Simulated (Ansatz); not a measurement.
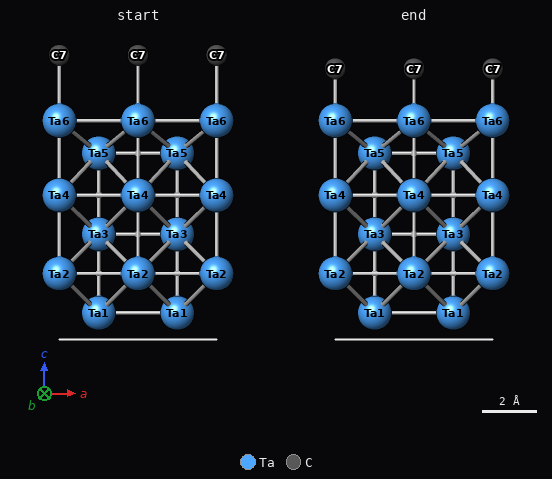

The structure of a slab of composition Ta$_{6}$C (cut from the Fm-3m phase) before (left) and after (right) a constrained relaxation, at one scale.

The picture is a ball-and-stick view of the 2 × 2 repeat of the cell, outlined in the plane, without the vacuum, seen along the b axis.

Case: C over the place (0/4, 0/4) of the surface cell, its height relaxed. The slab is the (1 1 0) face of Ta with C on it. 6 atoms are held fixed.

Computed with Ansatz 0.2.0, DFT PBEsol, scalar-relativistic, plane waves, PAW.

Input file:
```yaml
crystal:
  lattice:
    - [2.952588334, 0.0, 0.0]
    - [0.0, 4.1755904661, 0.0]
    - [0.0, 0.0, 26.3814708351]
  atoms:
    - { symbol: Ta, position: [0.5, 0.5, 0.3221958341] }
    - { symbol: Ta, position: [0.0, 0.0, 0.3781553435] }
    - { symbol: Ta, position: [0.5, 0.5, 0.434114853] }
    - { symbol: Ta, position: [0.0, 0.0, 0.4894831972] }
    - { symbol: Ta, position: [0.5, 0.5, 0.5494072472] }
    - { symbol: Ta, position: [0.0, 0.0, 0.5956583999] }
    - { symbol: C, position: [0.0, 0.0, 0.6889056648] }
basis:
  ecutwfc: 420
kpoints:
  mp_grid: { grid: [10, 7, 1] }
hamiltonian:
  xc: pbesol
scf:
  occupations: { method: gaussian, width: 0.1 }
output:
  forces: true
  eigenvalues: true
  write_density: true
  write_potential: true
  elf: true
  volumetric_format: npy
relax:
  adjacent_minimum: "off"
  f_tol: 0.02
  max_steps: 25
  constraints: [{ sites: [0, 1, 2, 3, 4, 5] }, { site: 6, fix: xy }]
efield:
  axis: 3
  dipole_correction: true
  ramp_width: 0.04
```

Run as
```bash
ansatz run input.yaml --threads 2 --pin off --max-ram 5120MiB --backend cpu --events-out ev --progress --plain --runs-dir out
```

Q: Summarise the run.

A: Over 5 geometry steps the energy falls by 1.018 eV per cell of the calculation. The largest force component goes from 2.8 to 0.0036 eV/Å. C7 moves most: 0.51 Å along the normal (−c). Ta stays in place. The cell stays as it was. Among the contacts that change: Ta6–C7 2.460 → 1.955 Å. Cost: 2.7 min on 2 threads of Arm Neoverse V2 (shared host), peak memory 0.68 GiB.

Limits of the set-up: the periodic images lie only 3.0 Å apart, so the values are limited by the cell's size.
